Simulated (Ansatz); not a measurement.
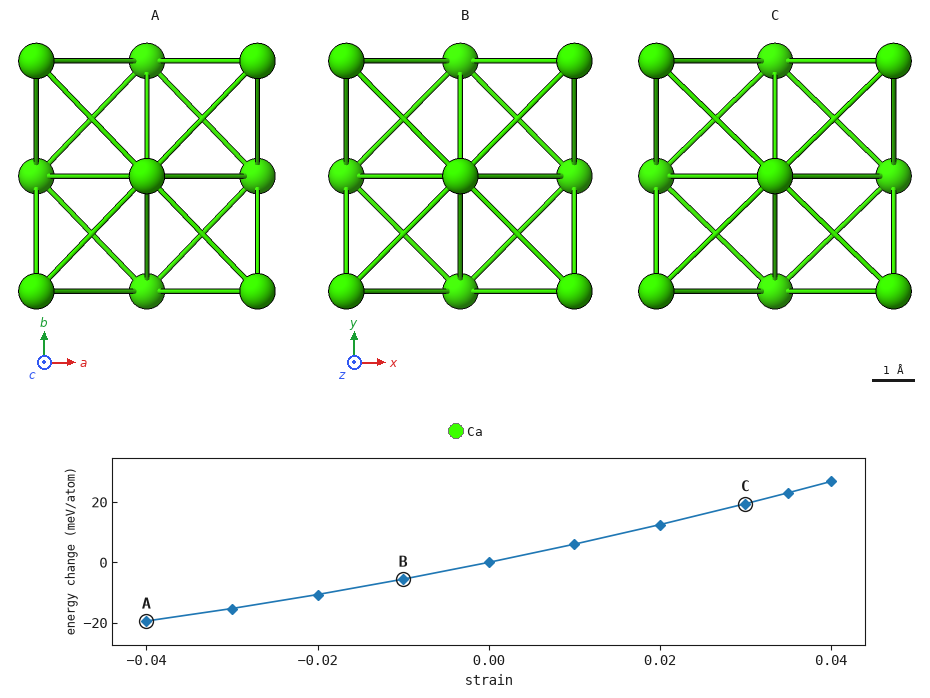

A crystal of Ca (Fm-3m): the cell is strained along x alone, with the atoms kept at their fractional coordinates. x, y and z are the Cartesian axes of the input. The lettered frames are marked on the plot. Style: ball-and-stick. Shown: the conventional cell (4 times the calculation's cell), repeated 1 × 1 × 2 with one cell outlined, along the c axis. Lengths and directions refer to the drawn axes.

Computed with Ansatz, DFT LDA, scalar-relativistic, plane waves, PAW. Settings: plane-wave cutoff 420 eV; k-point mesh 14 × 14 × 14; occupations gaussian; smearing width 0.15 eV; no spin polarisation. Energies (free energies at the smearing named) are counted from the cell as listed in its source, which wasn't relaxed.

Question: Describe the profile.

Answer: Of the computed points the lowest is at the strain −0.04, −19.4 meV/atom. The energy is still falling at the end of the range, so the minimum along this coordinate lies there or beyond. The end points stand at −19.4 meV/atom (−0.04) and 26.8 meV/atom (0.04). The unrelaxed reference is under a pressure of −2.1 GPa, which tilts the curve. The distortion takes the space group from Fm-3m to I4/mmm. At the strain −0.04 the cell of the drawing goes a 5.588 → 5.365 Å.
